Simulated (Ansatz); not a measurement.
**C: geometry relaxation (part 2 of 2)**

C (4 atoms in the cell); DFT PBEsol, scalar-relativistic, plane waves, PAW (Ansatz 0.2.0); cutoff 420 eV, 18×18×6 k-mesh, Fermi–Dirac smearing of 0.15 eV. The structure derives from a Materials Project entry. The run did not end well. It belongs to a series of runs on one base structure; here: elastic constants, atoms relaxed.

Geometry of the input (Å; fractional positions):
```
1.2296  -2.1293  0.0000
1.2296  2.1293  0.0000
0.0000  0.0000  7.3903
C  0.0833  0.9167  0.7500
C  0.5833  0.4167  0.2500
C  0.9167  0.0833  0.2500
C  0.4167  0.5833  0.7500
```

**Log, continued**
```
SCF iter   1: F=—  HF=-986.763518 eV  |F-HF|=—  |Δ(HF+E_count)|=         —  Δρ=8.24e-7  dr2=1.15e-10  ethr=1.00e-12  ⟨swp⟩=2.6  Hψ=50508  notcnv=0
SCF iter   2: F=—  HF=-986.763480 eV  |F-HF|=—  |Δ(HF+E_count)|=   3.81e-5  Δρ=4.48e-7  dr2=4.62e-11  ethr=7.19e-13 (applied; sched 1.00e-12)  ⟨swp⟩=3.7  Hψ=15119  notcnv=0
SCF iter   3: F=—  HF=-986.763480 eV  |F-HF|=—  |Δ(HF+E_count)|=  1.68e-10  Δρ=2.96e-7  dr2=1.68e-11  ethr=2.89e-13 (applied; sched 1.00e-12)  ⟨swp⟩=2.0  Hψ=7755  notcnv=0
SCF iter   4: F=—  HF=-986.763480 eV  |F-HF|=—  |Δ(HF+E_count)|=  9.02e-11  Δρ=1.91e-7  dr2=5.94e-12  ethr=1.05e-13 (applied; sched 1.00e-12)  ⟨swp⟩=2.1  Hψ=8100  notcnv=0
SCF iter   5: F=—  HF=-986.763480 eV  |F-HF|=—  |Δ(HF+E_count)|=  1.83e-11  Δρ=1.66e-7  dr2=4.49e-12  ethr=3.71e-14 (applied; sched 1.00e-12)  ⟨swp⟩=1.0  Hψ=6812  notcnv=0
SCF iter   6: F=—  HF=-986.763480 eV  |F-HF|=—  |Δ(HF+E_count)|=  3.05e-11  Δρ=1.11e-7  dr2=2.08e-12  ethr=2.81e-14 (applied; sched 1.00e-12)  ⟨swp⟩=2.0  Hψ=7889  notcnv=0
SCF iter   7: F=—  HF=-986.763480 eV  |F-HF|=—  |Δ(HF+E_count)|=  1.46e-11  Δρ=6.97e-8  dr2=7.97e-13  ethr=1.30e-14 (applied; sched 1.00e-12)  ⟨swp⟩=2.1  Hψ=8188  notcnv=0
SCF iter   8: F=—  HF=-986.763480 eV  |F-HF|=—  |Δ(HF+E_count)|=  8.41e-12  Δρ=3.10e-8  dr2=1.57e-13  ethr=4.98e-15 (applied; sched 1.00e-12)  ⟨swp⟩=2.1  Hψ=10557  notcnv=0
SCF iter   9: F=-986.763480 eV  HF=-986.763480 eV  |F-HF|=2.27e-13  |Δ(HF+E_count)|=  1.14e-12  Δρ=9.97e-9  dr2=1.67e-14  ethr=1.00e-12  ⟨swp⟩=4.0  Hψ=20437  notcnv=0
SCF 30 converged in 9 iterations: F = -986.763480 eV  dr2 = 1.67e-14
iter 1 solved again at ethr=1.69e-6 eV; its pass at ethr=3.10e-3 eV (dr2=2.70e-4 eV) is discarded
SCF iter   1: F=—  HF=-986.763573 eV  |F-HF|=—  |Δ(HF+E_count)|=         —  Δρ=1.06e-3  dr2=2.50e-4  ethr=1.69e-6  ⟨swp⟩=3.1  Hψ=52446  notcnv=0
```

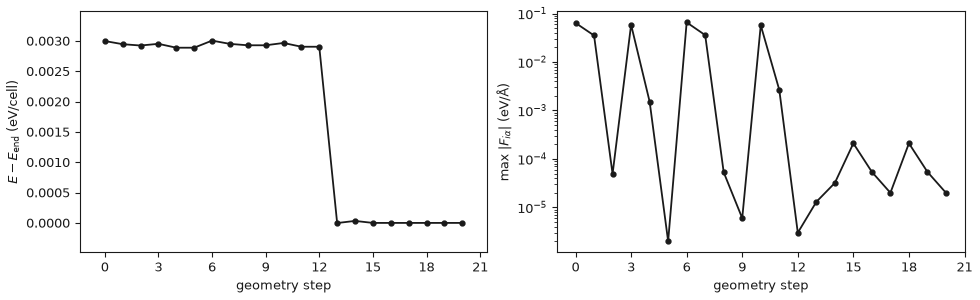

Fig. 1: Progress of the relaxation, step by step (the first geometry is step 0 here and step 1 in the log). The run was cut off at its time limit before the relaxation converged, so the last structure is only a point on the way. The energy falls by 3.0 meV per cell of the calculation in 20 geometry steps. Largest force component: 0.064 eV/Å at the start, under 0.0001 eV/Å at the end. The largest moves, 0.006 Å, are those of C1 and C3. The cell doesn't change. The space group (tolerance 0.01 Å) goes from Fmmm (No. 69) to C2/m (No. 12). (Atoms are counted from 1 in the order of the input.)

```
Step cancelled. What follows is not a result of the run: it is the report of the last solve that finished, which converged after 9 SCF iterations.
Free energy (F): -986.763480 eV
Harris-Foulkes:  -986.763480 eV  (|F-HF|=2.27e-13)
Internal energy: -986.758165 eV  (E = F + TS)
E sigma→0 (E₀):  -986.760823 eV
Entropy (-TS):   -0.005315 eV (-1.329 meV/atom)
Fermi energy:    5.940440 eV
--- Per-component energies (eV) ---
  E_band       = -51.371973
  E_kinetic    = 363.237961
  E_local      = -719.970580  (includes V_loc(G=0)·N_el)
  E_nonlocal   = 109.672470
  E_hartree    = 230.011954
  E_xc         = -190.322612
  E_vxc        = -236.528050  (∫ρ·V_xc dr)
  E_paw        = -381.924516  (= ΣΔE_a)
  E_vpaw       = -27.807721  (= ΣTr[D̂ρ^β])
  E_aug_tail   = 0.000035  (compensation charges beyond the density's cutoff)
  E_ewald      = -397.547280
  E_core_change = 0.084402  (= ΣΔE_core)
  E_smearing   = -0.005315  (= −TS)
  E_closure    = 0.000000  (closes the sum)
  Σ components = -986.763480   (vs F -986.763480, Δ=0.00e0)
--- Forces (eV/Å), atoms counted from 1 ---
  atom   1  C      0.00000000    -0.00001983     0.00000050
  atom   2  C      0.00000000    -0.00001983     0.00000050
  atom   3  C     -0.00000000     0.00001983    -0.00000050
  atom   4  C     -0.00000000     0.00001983    -0.00000050
  max |Σ_I F_I| component: 6.78e-21 eV/Å
--- Stress (GPa, compression-positive) ---
       -0.001804      -0.000000      -0.000000
       -0.000000      -0.004359       0.004232
       -0.000000       0.004232       0.004630
  P = ⅓ Tr σ = -0.0005 GPa (-0.005 kbar)
End of that report.
Error: SIGTERM received: cancelled by the caller after 1 completed SCF iterations
```

**Trajectory as extended XYZ (Å, eV, eV/Å), 21 frames, from step=1 to step=3**
```
4
Lattice="1.2296 -2.1293 0.0000 1.2296 2.1293 0.0000 0.0000 0.0000 7.3903" Properties=species:S:1:pos:R:3:forces:R:3 step=1 energy=-986.76048
C     1.2234    1.7744    5.5427    0.0000  -0.0641   0.0000
C     1.2234   -0.3548    1.8476    0.0000  -0.0641   0.0000
C     1.2234   -1.7744    1.8476    0.0000   0.0641   0.0000
C     1.2234    0.3548    5.5427    0.0000   0.0641   0.0000
4
Lattice="1.2296 -2.1293 0.0000 1.2296 2.1293 0.0000 0.0000 0.0000 7.3903" Properties=species:S:1:pos:R:3:forces:R:3 step=2 energy=-986.76053
C     1.2234    1.7741    5.5427    0.0000  -0.0353   0.0000
C     1.2234   -0.3551    1.8476    0.0000  -0.0353   0.0000
C     1.2234   -1.7741    1.8476    0.0000   0.0353   0.0000
C     1.2234    0.3551    5.5427    0.0000   0.0353   0.0000
4
Lattice="1.2296 -2.1293 0.0000 1.2296 2.1293 0.0000 0.0000 0.0000 7.3903" Properties=species:S:1:pos:R:3:forces:R:3 step=3 energy=-986.76056
C     1.2234    1.7738    5.5427    0.0000   0.0000   0.0000
C     1.2234   -0.3554    1.8476    0.0000   0.0000   0.0000
C     1.2234   -1.7738    1.8476    0.0000   0.0000   0.0000
C     1.2234    0.3554    5.5427    0.0000   0.0000   0.0000
4
Lattice="1.2296 -2.1293 0.0000 1.2296 2.1293 0.0000 0.0000 0.0000 7.3903" Properties=species:S:1:pos:R:3:forces:R:3 step=1 energy=-986.76053
C     1.2357    1.7744    5.5427    0.0000   0.0588   0.0000
C     1.2357   -0.3548    1.8476    0.0000   0.0588   0.0000
C     1.2357   -1.7744    1.8476    0.0000  -0.0588   0.0000
C     1.2357    0.3548    5.5427    0.0000  -0.0588   0.0000
4
Lattice="1.2296 -2.1293 0.0000 1.2296 2.1293 0.0000 0.0000 0.0000 7.3903" Properties=species:S:1:pos:R:3:forces:R:3 step=2 energy=-986.76059
C     1.2357    1.7749    5.5427    0.0000   0.0015   0.0000
C     1.2357   -0.3543    1.8476    0.0000   0.0015   0.0000
C     1.2357   -1.7749    1.8476    0.0000  -0.0015   0.0000
C     1.2357    0.3543    5.5427    0.0000  -0.0015   0.0000
4
Lattice="1.2296 -2.1293 0.0000 1.2296 2.1293 0.0000 0.0000 0.0000 7.3903" Properties=species:S:1:pos:R:3:forces:R:3 step=3 energy=-986.76059
C     1.2357    1.7750    5.5427    0.0000   0.0000   0.0000
C     1.2357   -0.3543    1.8476    0.0000   0.0000   0.0000
C     1.2357   -1.7750    1.8476    0.0000   0.0000   0.0000
C     1.2357    0.3543    5.5427    0.0000   0.0000   0.0000
4
Lattice="1.2296 -2.1293 0.0000 1.2296 2.1293 0.0000 0.0000 0.0000 7.3903" Properties=species:S:1:pos:R:3:forces:R:3 step=1 energy=-986.76048
C     1.2296    1.7655    5.5427    0.0000   0.0659   0.0000
C     1.2296   -0.3531    1.8476    0.0000   0.0659   0.0000
C     1.2296   -1.7655    1.8476    0.0000  -0.0659   0.0000
C     1.2296    0.3531    5.5427    0.0000  -0.0659   0.0000
4
Lattice="1.2296 -2.1293 0.0000 1.2296 2.1293 0.0000 0.0000 0.0000 7.3903" Properties=species:S:1:pos:R:3:forces:R:3 step=2 energy=-986.76053
C     1.2296    1.7658    5.5427    0.0000   0.0360   0.0000
C     1.2296   -0.3528    1.8476    0.0000   0.0360   0.0000
C     1.2296   -1.7658    1.8476    0.0000  -0.0360   0.0000
C     1.2296    0.3528    5.5427    0.0000  -0.0360   0.0000
4
Lattice="1.2296 -2.1293 0.0000 1.2296 2.1293 0.0000 0.0000 0.0000 7.3903" Properties=species:S:1:pos:R:3:forces:R:3 step=3 energy=-986.76055
C     1.2296    1.7661    5.5427    0.0000   0.0001   0.0000
C     1.2296   -0.3525    1.8476    0.0000   0.0001   0.0000
C     1.2296   -1.7661    1.8476    0.0000  -0.0001   0.0000
C     1.2296    0.3525    5.5427    0.0000  -0.0001   0.0000
4
Lattice="1.2296 -2.1293 0.0000 1.2296 2.1293 0.0000 0.0000 0.0000 7.3903" Properties=species:S:1:pos:R:3:forces:R:3 step=4 energy=-986.76055
C     1.2296    1.7661    5.5427    0.0000   0.0000   0.0000
C     1.2296   -0.3525    1.8476    0.0000   0.0000   0.0000
C     1.2296   -1.7661    1.8476    0.0000   0.0000   0.0000
C     1.2296    0.3525    5.5427    0.0000   0.0000   0.0000
4
Lattice="1.2296 -2.1293 0.0000 1.2296 2.1293 0.0000 0.0000 0.0000 7.3903" Properties=species:S:1:pos:R:3:forces:R:3 step=1 energy=-986.76051
C     1.2296    1.7833    5.5427    0.0000  -0.0574   0.0000
C     1.2296   -0.3566    1.8476    0.0000  -0.0574   0.0000
C     1.2296   -1.7833    1.8476    0.0000   0.0574   0.0000
C     1.2296    0.3566    5.5427    0.0000   0.0574   0.0000
4
Lattice="1.2296 -2.1293 0.0000 1.2296 2.1293 0.0000 0.0000 0.0000 7.3903" Properties=species:S:1:pos:R:3:forces:R:3 step=2 energy=-986.76058
C     1.2296    1.7828    5.5427    0.0000  -0.0027   0.0000
C     1.2296   -0.3571    1.8476    0.0000  -0.0027   0.0000
C     1.2296   -1.7828    1.8476    0.0000   0.0027   0.0000
C     1.2296    0.3571    5.5427    0.0000   0.0027   0.0000
4
Lattice="1.2296 -2.1293 0.0000 1.2296 2.1293 0.0000 0.0000 0.0000 7.3903" Properties=species:S:1:pos:R:3:forces:R:3 step=3 energy=-986.76058
C     1.2296    1.7827    5.5427    0.0000   0.0000   0.0000
C     1.2296   -0.3572    1.8476    0.0000   0.0000   0.0000
C     1.2296   -1.7827    1.8476    0.0000   0.0000   0.0000
C     1.2296    0.3572    5.5427    0.0000   0.0000   0.0000
4
Lattice="1.2296 -2.1293 0.0000 1.2296 2.1293 0.0000 0.0000 0.0000 7.3903" Properties=species:S:1:pos:R:3:forces:R:3 step=1 energy=-986.76348
C     1.2296    1.7744    5.5150    0.0000   0.0000   0.0000
C     1.2296   -0.3548    1.8383    0.0000   0.0000   0.0000
C     1.2296   -1.7744    1.8383    0.0000   0.0000   0.0000
C     1.2296    0.3548    5.5150    0.0000   0.0000   0.0000
4
Lattice="1.2296 -2.1293 0.0000 1.2296 2.1293 0.0000 0.0000 0.0000 7.3903" Properties=species:S:1:pos:R:3:forces:R:3 step=1 energy=-986.76345
C     1.2296    1.7744    5.5704    0.0000   0.0000   0.0000
C     1.2296   -0.3548    1.8568    0.0000   0.0000   0.0000
C     1.2296   -1.7744    1.8568    0.0000   0.0000   0.0000
C     1.2296    0.3548    5.5704    0.0000   0.0000   0.0000
4
Lattice="1.2296 -2.1293 0.0000 1.2296 2.1293 0.0000 0.0000 0.0000 7.3903" Properties=species:S:1:pos:R:3:forces:R:3 step=1 energy=-986.76348
C     1.2296    1.7606    5.5383    0.0000  -0.0001   0.0002
C     1.2296   -0.3595    1.8485    0.0000  -0.0001   0.0002
C     1.2296   -1.7790    1.8520    0.0000   0.0001  -0.0002
C     1.2296    0.3410    5.5418    0.0000   0.0001  -0.0002
4
Lattice="1.2296 -2.1293 0.0000 1.2296 2.1293 0.0000 0.0000 0.0000 7.3903" Properties=species:S:1:pos:R:3:forces:R:3 step=2 energy=-986.76348
C     1.2296    1.7606    5.5383    0.0000   0.0000  -0.0001
C     1.2296   -0.3595    1.8485    0.0000   0.0000  -0.0001
C     1.2296   -1.7790    1.8520    0.0000   0.0000   0.0001
C     1.2296    0.3410    5.5418    0.0000   0.0000   0.0001
4
Lattice="1.2296 -2.1293 0.0000 1.2296 2.1293 0.0000 0.0000 0.0000 7.3903" Properties=species:S:1:pos:R:3:forces:R:3 step=3 energy=-986.76348
C     1.2296    1.7606    5.5383    0.0000   0.0000   0.0000
C     1.2296   -0.3595    1.8485    0.0000   0.0000   0.0000
C     1.2296   -1.7790    1.8520    0.0000   0.0000   0.0000
C     1.2296    0.3410    5.5418    0.0000   0.0000   0.0000
4
Lattice="1.2296 -2.1293 0.0000 1.2296 2.1293 0.0000 0.0000 0.0000 7.3903" Properties=species:S:1:pos:R:3:forces:R:3 step=1 energy=-986.76348
C     1.2296    1.7883    5.5472    0.0000  -0.0001  -0.0002
C     1.2296   -0.3502    1.8467    0.0000  -0.0001  -0.0002
C     1.2296   -1.7698    1.8431    0.0000   0.0001   0.0002
C     1.2296    0.3687    5.5436    0.0000   0.0001   0.0002
4
Lattice="1.2296 -2.1293 0.0000 1.2296 2.1293 0.0000 0.0000 0.0000 7.3903" Properties=species:S:1:pos:R:3:forces:R:3 step=2 energy=-986.76348
C     1.2296    1.7883    5.5471    0.0000   0.0000   0.0001
C     1.2296   -0.3502    1.8467    0.0000   0.0000   0.0001
C     1.2296   -1.7698    1.8431    0.0000   0.0000  -0.0001
C     1.2296    0.3687    5.5436    0.0000   0.0000  -0.0001
4
Lattice="1.2296 -2.1293 0.0000 1.2296 2.1293 0.0000 0.0000 0.0000 7.3903" Properties=species:S:1:pos:R:3:forces:R:3 step=3 energy=-986.76348
C     1.2296    1.7883    5.5472    0.0000   0.0000   0.0000
C     1.2296   -0.3502    1.8467    0.0000   0.0000   0.0000
C     1.2296   -1.7698    1.8431    0.0000   0.0000   0.0000
C     1.2296    0.3687    5.5436    0.0000   0.0000   0.0000
```

**What the run reported**

```tsv
quantity	value
outcome	stopped at the time limit
space group (tolerance 0.01 Å)	Fmmm (69) → C2/m (12)
final cell	a = 2.459 Å, b = 2.459 Å, c = 7.390 Å, α = 90.00°, β = 90.00°, γ = 119.99°
hardware	1 thread of Intel Xeon @ 2.50GHz (Skylake/Cascade Lake), 192 GiB of memory available, shared host
wall time	6.3 min
peak memory	0.62 GiB
```

**Diagnosis**

The run was cut off by its time limit, so the output is incomplete. Results for this metal are sensitive to the k-point mesh.
